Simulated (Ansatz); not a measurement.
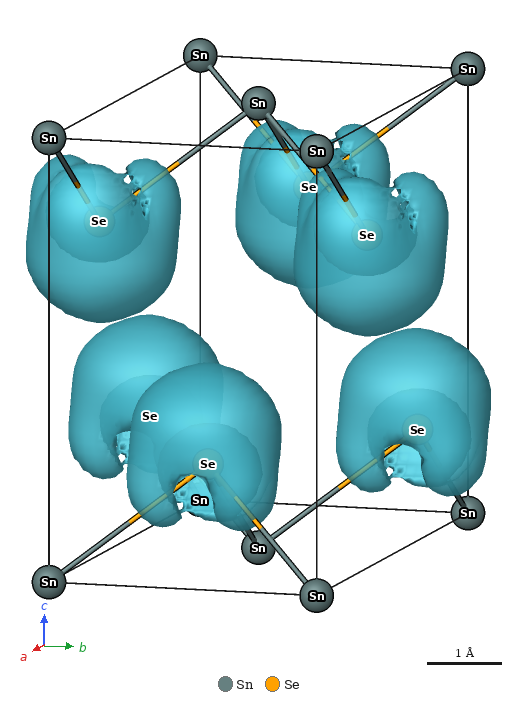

*SnSe2. Isosurface of the electron localisation function at 0.75 (cyan), seen slightly off an axis. Core shells and regions of very low density are left out. Sticks mark near contacts.*

Space group C2/m; changed on purpose from its base cell (strain +0.0750 x Voigt [0, 1, 0, 0, 0, 0], atoms carried along).

All numbers below come from DFT PBE, scalar-relativistic, plane waves, PAW (Ansatz).

In a PAW calculation such maps are meaningful between the atoms, not at the nuclei.

> Where are the electrons localised?

The surface consists of four regions wrapped around Se (the valence shell of each), counted in one cell of 6 atoms. Any copies at cell faces, edges or corners count once.

Values along the shortest contacts:
Sn–Se (2.72 Å): the ELF is about 0.60 at the midpoint. Sn–Se (2.82 Å): the ELF is about 0.60 at the midpoint.
